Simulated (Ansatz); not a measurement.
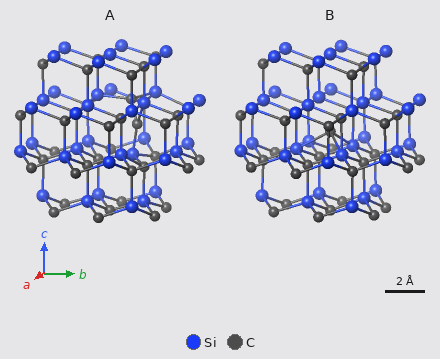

Two geometries of a defect cell of composition Si₉₆C₉₇ (cell charge −1), drawn at one scale. One is the start of a relaxation, the other its converged end. The picture is a ball-and-stick view of the atoms within 5.8 Å of the atom that moves most (axes of the cell of the calculation (origin shifted)), seen slightly off an axis.

These are results of DFT, PBEsol, PAW, plane waves in Ansatz 0.2.0, not measurements. Settings: plane-wave cutoff 420 eV; k-point mesh 1 × 1 × 1; mesh shifted by (0.25, 0.25, 0.25); collinear spin; atoms relaxed in a fixed cell; force threshold 0.03 eV/Å; at most 80 steps.

Which geometry has the lower energy?

Answer. Structure A is the relaxed one. The largest move is that of a C atom, 1.67 Å roughly along [−3 2 1]. Largest moves by element: C 1.67 Å, Si 0.44 Å. The cell stays as it was. Near-neighbour distances that change, for instance: C–Si 3.912 → 2.542 Å, C–Si 2.044 → 3.406 Å, C–Si 2.346 → 3.597 Å, C–C 2.022 → 3.244 Å. New bonds form, among them: C–C (2.02 → 1.40 Å), C–Si (2.33 → 1.82 Å). Bonds break, among them: C–Si (1.87 → 2.88 Å), C–Si (2.04 → 3.41 Å), C–Si (2.06 → 2.95 Å). Among the angles between lasting bonds that change: C–Si–C 172.9° → 105.3°, C–Si–C 75.5° → 110.4°, C–Si–C 109.8° → 92.3°. After 18 geometry steps the energy has fallen by 6.859 eV per cell of the calculation. The largest force component goes from 2.1 to 0.012 eV/Å.

Limits of the set-up: the cell is charged, on a uniform background, and energies carry no finite-size correction.
